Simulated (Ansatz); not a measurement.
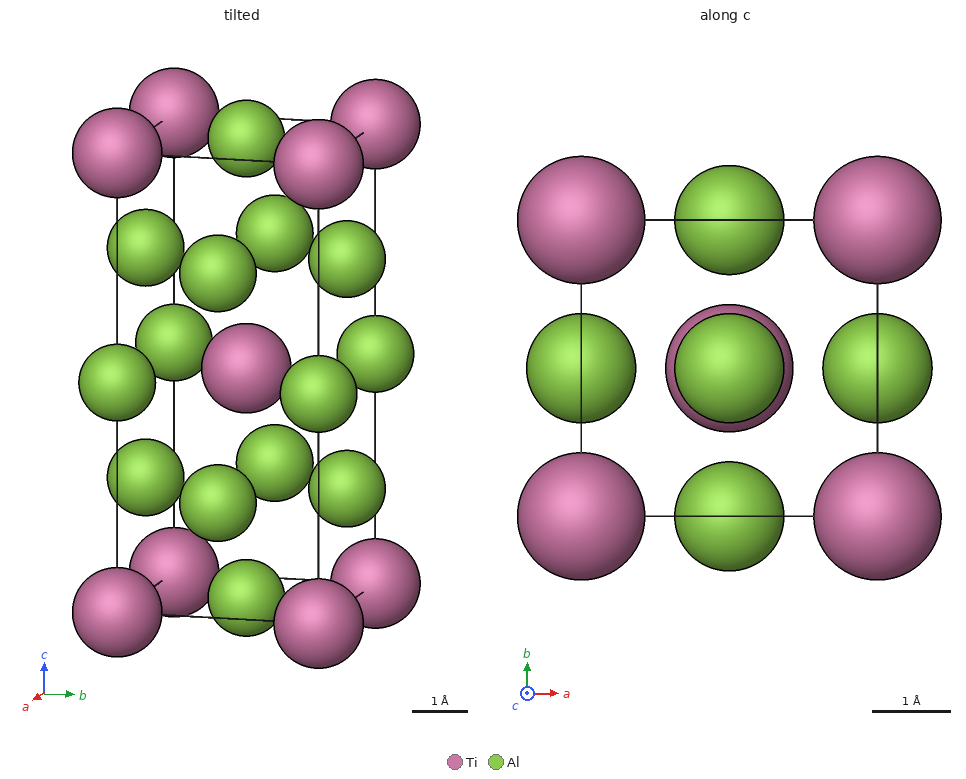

TiAl₃, space group I4/mmm (No. 139), a = 3.822 Å, b = 3.822 Å, c = 8.561 Å, α = 90.00°, β = 90.00°, γ = 90.00°. Structure drawing (spheres-only), viewed slightly off an axis and along the c axis. The box is the conventional unit cell; atoms on or close to its faces, edges and corners are drawn wherever they repeat. This one geometry was run with six functionals. The cell is a structure listed in the Materials Project. It needn't be the stable form of this composition.

Alike in all runs: Ansatz 0.2.0; potentials Ansatz PAW; cutoff 420 eV; k mesh 6 × 6 × 6 on the run's cell of 4 atoms; occupations fermi-dirac, width 0.05 eV; no spin polarisation; no spin-orbit coupling. All runs are metallic.

| level | pressure (GPa) |
| --- | --- |
| LDA | ? |
| PBE | 2.1 |
| revPBE | 3.9 |
| BLYP | 5.1 |
| PBEsol | -0.5 |
| RPBE | 4.5 |

Fill in the row of LDA.

Answer. Pressure -3.5 GPa. That is the lowest pressure of all.

Order the levels by the equilibrium volume that these pressures point to, smallest first.

Answer. LDA (-3.5 GPa), PBEsol (-0.5 GPa), PBE (2.1 GPa), revPBE (3.9 GPa), RPBE (4.5 GPa), BLYP (5.1 GPa). A higher pressure at one volume points to a larger equilibrium volume, as long as the bulk moduli are alike; rows a few tenths of a GPa apart can't be told apart.

Caveat: the k mesh is coarse (spacing up to 0.39 Å⁻¹), so the values aren't converged.
